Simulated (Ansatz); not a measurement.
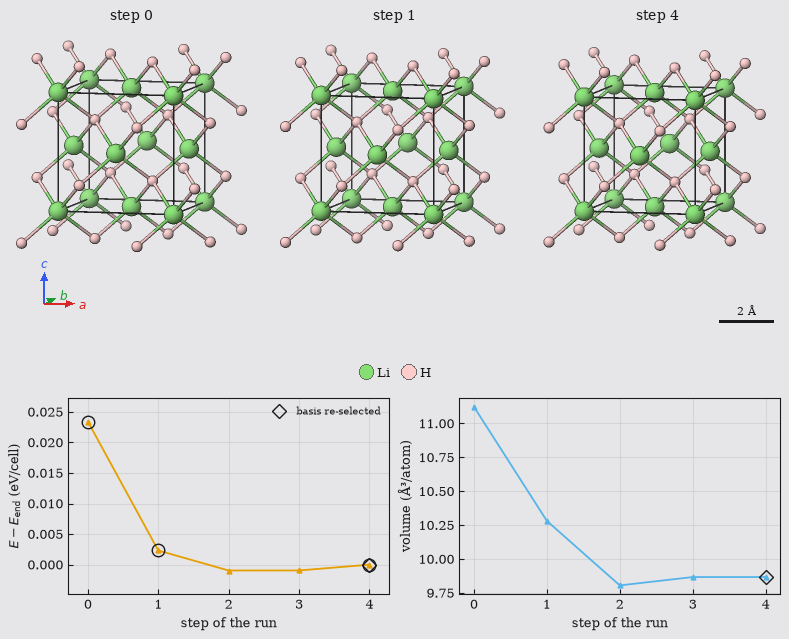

Frames of a relaxation of solid LiH (a generated structure, set up in F-43m), marked on the history of the run. Style: ball-and-stick. Shown: the conventional cell (4 times the calculation's cell), slightly off an axis. Lengths and directions refer to the drawn axes.

Case: cell and atoms relaxed from a first guess.

All numbers below come from DFT, PBE, PAW with Ansatz's default frozen-core files, scalar-relativistic in Ansatz. (plane-wave cutoff 420 eV; k-point mesh 13 × 13 × 13; occupations fermi dirac; smearing width 0.05 eV; no spin polarisation; cell and atoms relaxed; force threshold 0.005 eV/Å; at most 80 steps)

### Describe the path.

Over 3 accepted moves (4 points after the start) the energy falls by 23.4 meV per cell of the calculation. All forces vanish by symmetry, so only the cell relaxes. The pressure goes from −2.70 to −0.05 GPa. At 1 point the geometry stayed and the basis and grid were re-selected for the new cell (energy shift of 1.0 meV per cell of the calculation at most each time). No atom moves by more than 0.005 Å relative to the cell. Cell: a = b = c 4.465 → 4.290 Å (−3.9 %). Volume −11.3 %. Among the contacts that change: H–Li 1.933 → 1.857 Å. The space group stays F-43m (No. 216). From step 0 to 1: volume −7.6 %, energy −21.1 meV per cell of the calculation. From step 1 to 4: volume −4.0 %, energy −2.3 meV per cell of the calculation.

```csv
step,"E − E(0), meV/atom","pressure, GPa","volume, Å³/atom",note
0,0.00,-2.70,11.124,
1,-10.55,-1.06,10.282,
2,-12.18,0.16,9.806,
3,-12.18,-0.01,9.867,
4,-11.71,-0.05,9.867,"same geometry, new basis"
```
